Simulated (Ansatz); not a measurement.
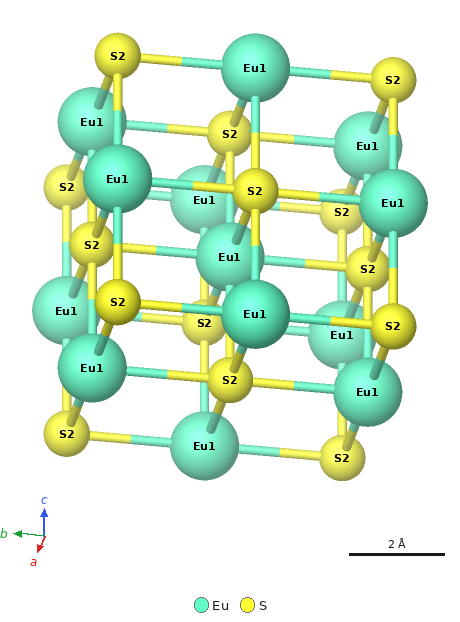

*The input geometry (ball-and-stick view of the cell 4 times as large as that of the calculation, set on its symmetry axes, seen at an oblique angle; atoms are numbered from 1 in the order of the input).*

Near neighbours in the crystal (not all of them lie inside the picture): Eu has 6 S at 2.98 Å; S has 6 Eu at 2.98 Å.

EuS: single-point calculation

- system: EuS (Fm-3m, 2 atoms in the cell)
- method: DFT LDA+U+J, scalar-relativistic, plane waves, PAW, U = 8 eV, J = 0.9 eV on Eu atom 1 f, spin-polarised (Ansatz 0.2.0)

The structure was built on a prototype by a generator; it need not be a known phase. It belongs to a series of runs on one base structure; here: from atoms, default search. Figures and captions count atoms from 1; the log counts them from 0 in places.

## Output
```
Eu: projections on atomic orbitals take those of the free atom [Kr 4d10] 4f7 5s2 5p6 5d0 6s2, of charge +0.00 (hamiltonian.pseudopotentials.projection_atoms); the dataset's partial waves leave at most 1.0e-3 of an orbital's norm unspanned inside its sphere
S: projections on atomic orbitals take those of the free atom [Ne] 3s2 3p4, of charge +0.00 (hamiltonian.pseudopotentials.projection_atoms); the dataset's partial waves leave at most 1.6e-7 of an orbital's norm unspanned inside its sphere
Engine: ansatz 0.2.0, aarch64-unknown-linux-gnu
Pseudopotentials: kind: paw
Pseudopotential: Eu, paw, valence charge 17, recommended cutoff 420 eV (normal), Eu.paw.azcp
Pseudopotential: S, paw, valence charge 6, recommended cutoff 420 eV (normal), S.paw.azcp
Functional definition: SPW92
  exchange = slater_x
  correlation = pw_c
Crystal: 2 atoms, lattice volume = 52.847 Å³
Basis set: ecut = 420 eV, 1037 PW (Γ)
Bands: 19, of which v1, the nominal top of the filled ones, is band 12 counted from 1 (11 counted from 0)
Symmetry: 48 space group operations
Space group: Fm-3m (ITA 225), of the structure as read, at distance tolerance 3.8e-5 Å
Magnetic group: BNS 225.116 (UNI 1618), of the structure as read, at distance tolerance 3.8e-5 Å
k-points: 16 of 216
Non-local potential: Eu, projectors of the file, l = 0: 3, l = 1: 2, l = 2: 2, l = 3: 3
Non-local potential: S, projectors of the file, l = 0: 2, l = 1: 2, l = 2: 2
PAW form: soft (Blöchl's): semilocal exchange-correlation on the pseudo side does not see the compensation charge
PAW frozen core: Eu, regenerated for the run's functional, and the local potential with it (the file was generated under x = pbe(κ = 0.804, μ = 0.2195149727645171), c = pbe(β = 0.06672455060314922))
PAW frozen core: S, regenerated for the run's functional, and the local potential with it (the file was generated under x = pbe(κ = 0.804, μ = 0.2195149727645171), c = pbe(β = 0.06672455060314922))
PAW one-centre angular grid: Eu, 590 points (default); XC on 64 Gauss nodes
PAW one-centre angular grid: S, 110 points (default); XC on 64 Gauss nodes
Initial density: superposition of atomic densities (chi_scale 0.1, normalization cell)
Starting moments: Σ|m| = 7 μB on 1 of 2 sites
Initial wavefunctions: pseudopotential atomic-orbital guess
Functional: x = slater, c = lda
SCF iter   1: F=—  HF=-9437.795034 eV  |F-HF|=—  |Δ(HF+E_count)|=         —  Δρ=2.84e-1 (↑2.84e-1 ↓2.13e-1)  dr2=2.92e0  dr2_m=2.97e1  M=7.000 μB ∫|m|=7.237 μB  β_m=1.00  ethr=3.10e-3  ⟨swp⟩=5.8  Hψ=2907  notcnv=0
preconditioner: auto → none  [insulator: Δε(μ)=1.551 eV  Ē_g=13.502 eV  σ=0.050 eV  W_gap=1.00  n_scr=14 (ndim 8)  ℏωp=23.4 eV  f_vac=0.000  D(μ)=0.00/eV (n_scr^D=0)  ε∞_Penn≈4.0]
SCF iter   2: F=—  HF=-9430.363618 eV  |F-HF|=—  |Δ(HF+E_count)|=    7.43e0  Δρ=3.63e-2 (↑3.63e-2 ↓2.11e-2)  dr2=2.73e-1  dr2_m=3.51e-1  M=7.000 μB ∫|m|=7.172 μB  β_m=1.00  ethr=3.10e-3  ⟨swp⟩=3.2  Hψ=1746  notcnv=0  defer=46
SCF iter   3: F=—  HF=-9433.639196 eV  |F-HF|=—  |Δ(HF+E_count)|=    3.28e0  Δρ=1.04e-2 (↑1.04e-2 ↓5.13e-3)  dr2=5.86e-2  dr2_m=1.03e-2  M=7.000 μB ∫|m|=7.154 μB  β_m=1.00  ethr=1.19e-3  ⟨swp⟩=3.4  Hψ=1467  notcnv=0  defer=49
SCF iter   4: F=—  HF=-9436.738762 eV  |F-HF|=—  |Δ(HF+E_count)|=    3.10e0  Δρ=5.02e-3 (↑4.74e-3 ↓5.02e-3)  dr2=1.35e-2  dr2_m=5.82e-3  M=7.000 μB ∫|m|=7.141 μB  β_m=0.30  ethr=2.55e-4  ⟨swp⟩=3.6  Hψ=1325  notcnv=0  defer=50
Mixer restart at iter 4: flushing history
spin-set hold released at iteration 4 (site moments contracting): the magnetisation degrees of freedom join the quasi-Newton model from the next iteration; the mixer history was flushed
SCF iter   5: F=—  HF=-9438.237807 eV  |F-HF|=—  |Δ(HF+E_count)|=    1.50e0  Δρ=6.06e-3 (↑3.86e-3 ↓6.06e-3)  dr2=1.16e-2  dr2_m=7.61e-3  M=7.000 μB ∫|m|=7.134 μB  β_m=0.64  ethr=5.87e-5  ⟨swp⟩=2.8  Hψ=1256  notcnv=0  defer=49
SCF iter   6: F=—  HF=-9439.285992 eV  |F-HF|=—  |Δ(HF+E_count)|=    1.05e0  Δρ=7.31e-3 (↑7.31e-3 ↓4.43e-4)  dr2=2.26e-2  dr2_m=6.49e-3  M=7.000 μB ∫|m|=7.121 μB  β_m=0.55  ethr=5.04e-5  ⟨swp⟩=4.2  Hψ=1676  notcnv=0  defer=50
SCF iter   7: F=—  HF=-9439.277147 eV  |F-HF|=—  |Δ(HF+E_count)|=   8.85e-3  Δρ=1.23e-3 (↑8.83e-4 ↓1.23e-3)  dr2=4.78e-4  dr2_m=4.86e-4  M=7.000 μB ∫|m|=7.124 μB  β_m=0.57  ethr=5.04e-5  ⟨swp⟩=3.0  Hψ=1390  notcnv=0  defer=51
SCF iter   8: F=—  HF=-9439.278082 eV  |F-HF|=—  |Δ(HF+E_count)|=   9.35e-4  Δρ=5.94e-4 (↑5.94e-4 ↓4.95e-4)  dr2=1.31e-4  dr2_m=1.28e-4  M=7.000 μB ∫|m|=7.124 μB  β_m=0.59  ethr=2.08e-6  ⟨swp⟩=2.7  Hψ=1082  notcnv=0  defer=51
SCF iter   9: F=—  HF=-9439.278132 eV  |F-HF|=—  |Δ(HF+E_count)|=   4.99e-5  Δρ=2.11e-4 (↑1.65e-4 ↓2.11e-4)  dr2=2.83e-5  dr2_m=1.39e-5  M=7.000 μB ∫|m|=7.124 μB  β_m=0.55  ethr=5.70e-7  ⟨swp⟩=2.0  Hψ=848  notcnv=0  defer=51
SCF iter  10: F=—  HF=-9439.278127 eV  |F-HF|=—  |Δ(HF+E_count)|=   4.80e-6  Δρ=5.41e-5 (↑3.16e-5 ↓5.41e-5)  dr2=1.86e-7  dr2_m=8.79e-7  M=7.000 μB ∫|m|=7.124 μB  β_m=0.76  ethr=1.23e-7  ⟨swp⟩=2.1  Hψ=826  notcnv=0  defer=51
iter 11 met the thresholds in force, and the SCF goes on: an eigenvalue changes by 0.07 meV, over its tolerance of 0.06 meV (output.eigenvalues, Limitations)
SCF iter  11: F=-9439.278127 eV  HF=-9439.278127 eV  |F-HF|=1.27e-10  |Δ(HF+E_count)|=   4.17e-7  Δρ=2.12e-6 (↑1.10e-6 ↓2.12e-6)  dr2=1.93e-9  dr2_m=4.48e-10  M=7.000 μB ∫|m|=7.124 μB  β_m=0.81  ethr=4.35e-10  ⟨swp⟩=13.7  Hψ=4833  notcnv=0
SCF iter  12: F=-9439.278127 eV  HF=-9439.278127 eV  |F-HF|=1.64e-11  |Δ(HF+E_count)|=  3.55e-10  Δρ=2.40e-7 (↑2.40e-7 ↓1.96e-7)  dr2=8.12e-12  dr2_m=2.11e-11  M=7.000 μB ∫|m|=7.124 μB  ethr=8.39e-12  ⟨swp⟩=5.2  Hψ=2842  notcnv=0
SCF 1 converged in 12 iterations: F = -9439.278127 eV  dr2 = 8.12e-12
  greatest PAW one-centre occupation: 1.000 electrons in one spin orbital (limit 2), on the Eu atom at site 0 (counted from 0), in its partial waves of l = 0
```

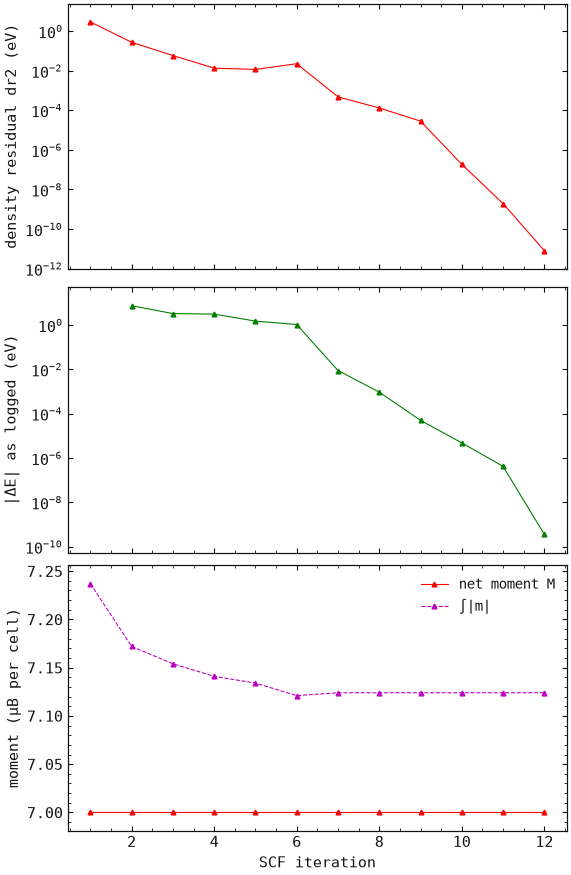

*Convergence of the self-consistent field: density residual dr2, size of the energy change and magnetic moment against the SCF iteration.*

The residual falls almost steadily, with no more than small rises. The net moment stays at 7.0 μB per cell.

```
SCF converged after 12 iterations
an eigenvalue changed by more than its tolerance at an iteration that met the thresholds in force, so the SCF went on 1 time: the last check found none over its tolerance
Magnetization: 7.0000 μB (15.0000 up, 8.0000 down)
Absolute magnetization: 7.1239 μB (∫|ρ↑−ρ↓|, with the PAW one-centre terms)
Spin contamination: 0.0080 ħ² per cell (⟨S²⟩ above its minimum at these occupations)
Per-site moments (μB) at R_I (Å): [(6.862865186484023, 1.228632021375), (-0.05774257339434529, 1.228632021375)]
Free energy (F): -9439.278127 eV
Harris-Foulkes:  -9439.278127 eV  (|F-HF|=1.64e-11)
Internal energy: -9439.278127 eV  (E = F + TS)
E sigma→0 (E₀):  -9439.278127 eV
Fermi energy:    8.861809 eV
--- Per-component energies (eV) ---
  E_band       = -28.578773
  E_kinetic    = 458.005303
  E_local      = -2173.978283  (includes V_loc(G=0)·N_el)
  E_nonlocal   = 516.517532
  E_hartree    = 861.990648
  E_xc         = -271.661400
  E_vxc        = -289.902629  (∫ρ·V_xc dr)
  E_hubbard    = 0.135906  (on-site DFT+U / exact-exchange correction)
  E_vhub       = -24.530271  (the Hubbard potential's part of the band-sum identity)
  E_paw        = -6761.932537  (= ΣΔE_a)
  E_vpaw       = -238.671661  (= ΣTr[D̂ρ^β])
  E_aug_tail   = 0.000001  (compensation charges beyond the density's cutoff)
  E_ewald      = -2069.643383
  E_core_change = 1.288086  (= ΣΔE_core)
  E_smearing   = -0.000000  (= −TS)
  E_closure    = 0.000000  (closes the sum)
  Σ components = -9439.278127   (vs F -9439.278127, Δ=0.00e0)
--- DFT+U+J on-site energies (Liechtenstein; fll double counting; per corrected site; eV) ---
  site 0 (l=f): U=8.0000  J=0.9000  Tr N=6.9865  E_int=148.691818  E_dc=148.555913  E_U=0.135906
--- Forces (eV/Å), atoms counted from 1 ---
  atom   1  Eu     0.00000000    -0.00000000     0.00000000
  atom   2  S     -0.00000000     0.00000000    -0.00000000
  max |Σ_I F_I| component: 7.38e-29 eV/Å
--- Stress (GPa, compression-positive) ---
       -3.828446       0.000000       0.000000
       -0.000000      -3.828446      -0.000000
       -0.000000       0.000000      -3.828446
  P = ⅓ Tr σ = -3.8284 GPa (-38.284 kbar)
--- Band table (eV; the first three rows and the last of 32) ---
  k-point 0 ↑: bands = ["-30.8035", "-9.6150", "-9.6150", "-9.6150", "-3.3517", "6.3118", "6.3118", "6.3118", "6.9270", "7.1362", "7.1362", "7.1362", "8.4742", "8.4742", "8.4742", "10.8282", "11.1736", "11.1736", "11.1736"]
  k-point 1 ↑: bands = ["-30.8000", "-9.7130", "-9.6217", "-9.6217", "-3.1433", "5.9463", "6.2987", "6.2987", "6.9509", "7.0959", "7.0959", "7.1376", "7.7482", "7.9706", "7.9706", "11.2528", "11.6647", "11.6647", "12.1875"]
  k-point 2 ↑: bands = ["-30.7931", "-9.8966", "-9.6353", "-9.6353", "-2.7214", "5.1030", "6.2573", "6.2573", "6.9815", "7.0221", "7.0221", "7.1402", "7.2421", "7.3230", "7.3230", "11.9190", "12.8590", "12.8590", "13.8186"]
  k-point 15 ↓: bands = ["-27.8211", "-7.6733", "-7.5659", "-7.5656", "-2.7821", "6.3670", "6.4204", "6.7678", "11.0516", "13.7691", "14.1682", "15.1273", "16.0725", "16.2750", "17.9439", "18.3611", "18.4838", "18.5943", "18.6521"]
Occupation matrices written to [file]
--- Löwdin populations: 2 sites ---
  site symbol       q [e]    m [muB]
     0     Eu     16.7207     7.0742
     1      S      6.2489    -0.0800
  spilling = 0.001322 (of n_electrons = 23.000000)
--- Occupation matrices: 1 shell (run DFT+U table (all-electron-ortho-atomic); ε = 2.15e-5) ---
  Eu0 f_4F: site group Oh (m-3m)
  Eu0 f_4F up     Tr n = 6.9740  λ = 0.995 0.995 0.995 0.997 0.997 0.997 0.997  [3× z3 0.33 (T1u 1.00) T1u(1.00) | 3× z(x2-y2) 0.33 (T2u 1.00) T2u(1.00) | xyz 1.00 (A2u 1.00) A2u(1.00)]
  Eu0 f_4F dn     Tr n = 0.0125  λ = 0.000 0.001 0.001 0.001 0.003 0.003 0.003  [xyz 1.00 (A2u 1.00) A2u(1.00) | 3× z(x2-y2) 0.33 (T2u 1.00) T2u(1.00) | 3× z3 0.33 (T1u 1.00) T1u(1.00)]
  Tr n, λ and their labels are of the run-group-symmetrised matrices; stabiliser: 48 of 96 elements of G0×{1,Θ} (closed), max defect 4.3e-15 at τ = 4.6e-6
```

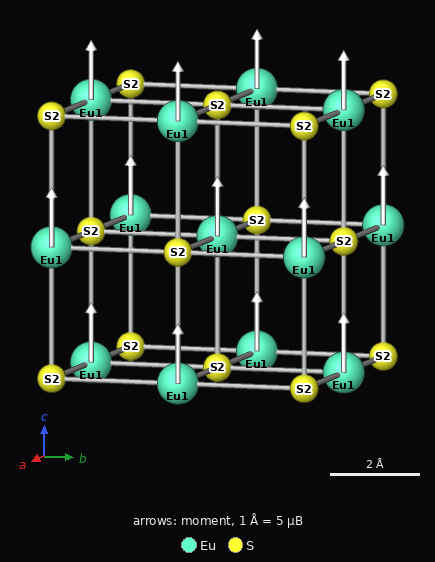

*Magnetic moments of the sites as white arrows (ball-and-stick view of the cell 4 times as large as that of the calculation, set on its symmetry axes, seen slightly off an axis; atoms are numbered from 1 in the order of the input); small moments hardly show. The run is collinear, so the axis drawn is arbitrary.*

Site moments: Eu1 (6.86 μB); S2 (−0.06 μB). They are counted near the atoms and needn't add up to the moment of the cell.

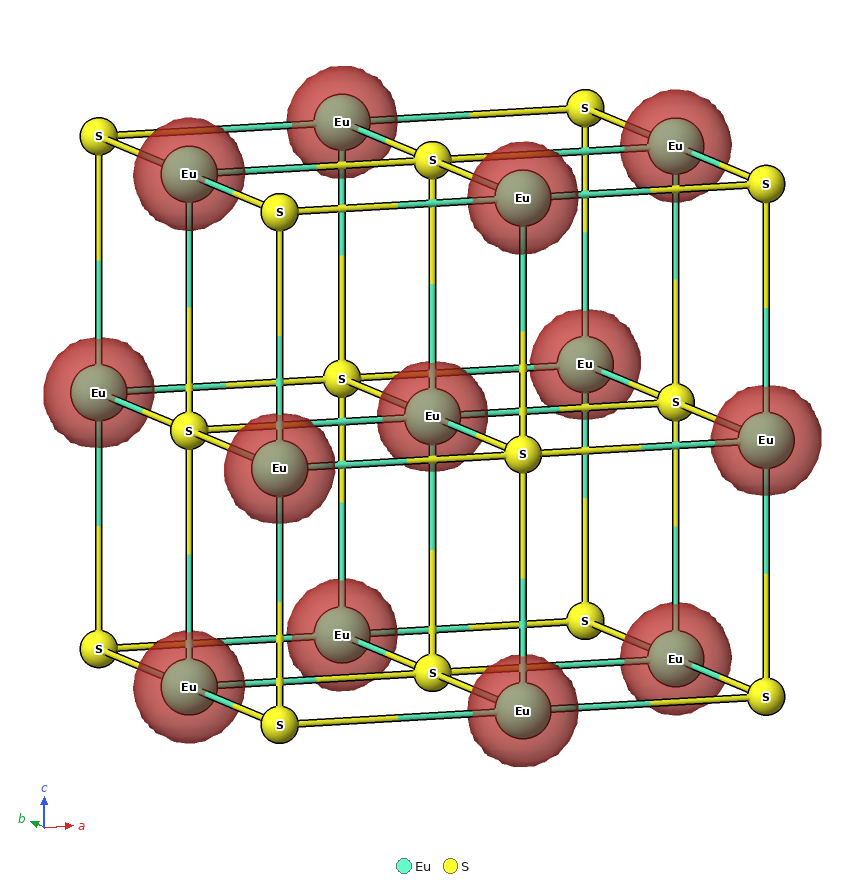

*Isosurface of the spin density at +1.5 e/Å³ (red), seen slightly off an axis. Sticks mark near contacts. The outline is the cell set on symmetry axes.*

The cell of the calculation (2 atoms) carries 7.0 μB net. The fields are those of the smooth PAW valence density.

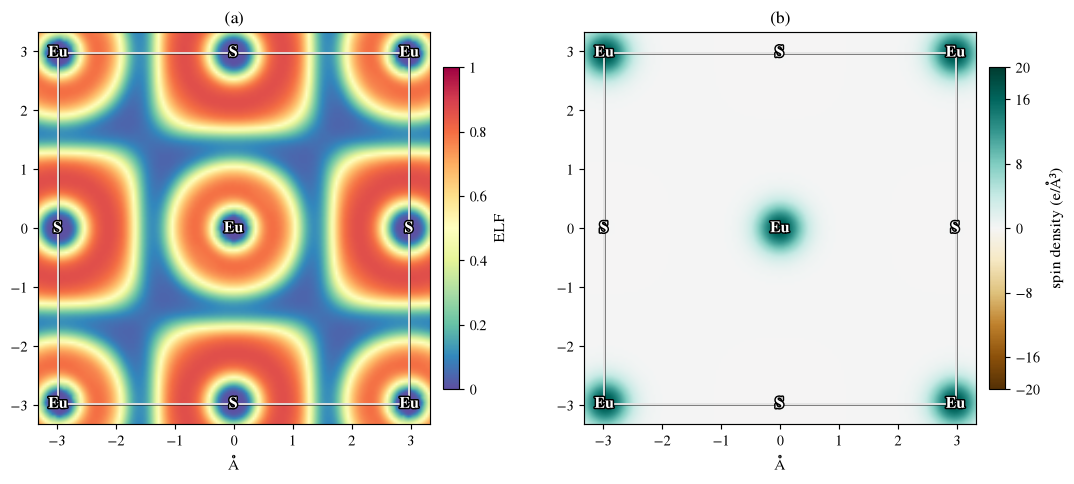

*(a) ELF; (b) magnetisation density (up minus down) on the (100) plane of the conventional cell.*

The section cuts through Eu and S sites. Eu–S (2.98 Å): the ELF peaks at about 0.85 in the valence shell of S, 0.9 Å from its nucleus, and drops to about 0.10 between the two atoms, which marks a largely ionic contact. The strong features right at Eu lie inside the PAW spheres (semicore, d or f shells) and say nothing about bonding. The cell of the calculation (2 atoms) carries 7.0 μB net.

The run was set up as follows.

## The input
```yaml
crystal:
  lattice:
    - [0.0, 2.97850187, 2.97850187]
    - [2.97850187, 0.0, 2.97850187]
    - [2.97850187, 2.97850187, 0.0]
  atoms:
    - { symbol: Eu, position: [0.5, 0.5, 0.5], spin: 7.0 }
    - { symbol: S, position: [0.0, 0.0, 0.0] }
basis:
  ecutwfc: 420
  ecutrho_ratio: 4
kpoints:
  mp_grid: { grid: [6, 6, 6] }
hamiltonian:
  xc: lda
  hubbard: { sites: [{ site: 0, l: f, u: 8.0, j: 0.9 }] }
scf:
  occupations: { method: gaussian, width: 0.05 }
output:
  forces: true
  stress: true
  eigenvalues: true
  populations: true
  hubbard: { sites: [{ site: 0, l: f }] }
  write_density: true
  write_potential: true
  elf: true
  volumetric_format: npy
magnetization:
  spin_polarized: true
```

Command:
```bash
ansatz run input.yaml --threads 2 --pin off --max-ram 3072MiB --backend cpu --events-out ev --progress --plain --runs-dir out
```

## Key numbers

- outcome: converged
- space group (tolerance 0.01 Å): Fm-3m (225)
- electrons treated: 23
- free energy: −9439.2781 eV
- Fermi energy: 8.862 eV
- gap on the k-point mesh: 0.78 eV
- net moment of the cell: 7.00 μB
- integrated absolute moment: 7.12 μB
- pressure: −3.83 GPa
- largest force (length of the vector): under 0.001 eV/Å
- hardware: 2 threads of Arm Neoverse N1, 16 GiB of memory available, shared host
- wall time: 5 s (CPU time 8.9 s)
- peak memory: 0.37 GiB

DFT+U on an f shell has many self-consistent states, and spin–orbit coupling is left out here.
